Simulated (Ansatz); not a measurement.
System: Bi, space group P2/m (No. 10).

Starting cell:
```cif
data_structure
_symmetry_space_group_name_H-M 'P 1'
_symmetry_Int_Tables_number 1
_cell_length_a 3.2384
_cell_length_b 3.2216
_cell_length_c 6.4444
_cell_angle_alpha 90.000
_cell_angle_beta 90.715
_cell_angle_gamma 90.000
_cell_volume 67.23
loop_
_atom_site_label
_atom_site_type_symbol
_atom_site_fract_x
_atom_site_fract_y
_atom_site_fract_z
_atom_site_occupancy
Bi1 Bi 0.54425 0.00000 0.74958 1
Bi2 Bi 0.45575 0.00000 0.25042 1
```

Method: all-electron LAPW DFT, no spin polarisation; energies at scaled volumes of the given cell, shape and fractions fixed, counted from the fit's minimum, third-order Birch-Murnaghan fit (Ansatz 0.2.0). Level: PBEsol.

- k mesh: 8×8×4
- occupations: Fermi–Dirac
- smearing width: 0.05 eV
- potentials: all electron LAPW, scalar relativistic
- program settings: basis error eV/atom 0.001

Predict the energy and pressure against volume. The volume takes the values 31.60, 32.27, 32.94, 33.61, 34.29, 34.96, 35.63 Å³/atom.

A third-order Birch–Murnaghan fit gives V0 = 33.34 Å³/atom, B0 = 53.8 GPa and B′ = 4.7. The energy is 16.92 meV/atom at volume 31.60 Å³/atom and 23.34 meV/atom at 35.63 Å³/atom; the lowest computed point is at volume 33.61 Å³/atom (0.38 meV/atom). The pressure falls from 3.28 GPa at volume 31.60 Å³/atom to −3.06 GPa at 35.63 Å³/atom, and changes sign near 33.35 Å³/atom.

| volume (Å³/atom) | energy (meV/atom) | pressure (GPa) |
| --- | --- | --- |
| 31.60 | 16.92 | 3.28 |
| 32.27 | 6.12 | 1.90 |
| 32.94 | 0.81 | 0.66 |
| 33.61 | 0.38 | −0.43 |
| 34.29 | 4.30 | −1.41 |
| 34.96 | 12.09 | −2.28 |
| 35.63 | 23.34 | −3.06 |

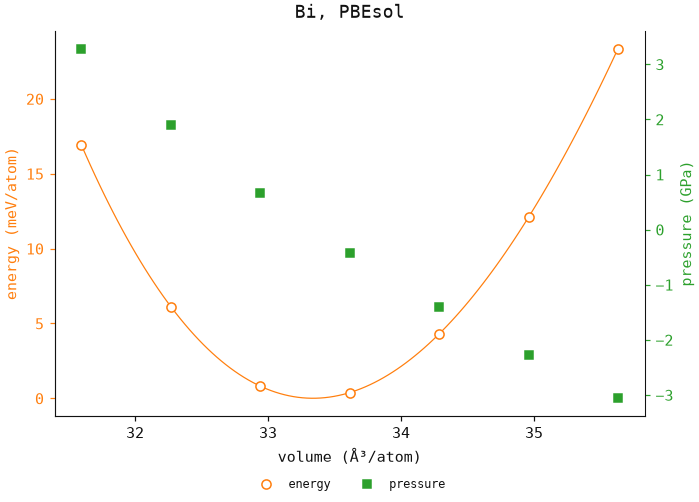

Keep in mind: spin-orbit coupling left out, heavy elements; shape and atomic fractions are frozen while scaling, which makes layered, chain and framework solids too stiff.
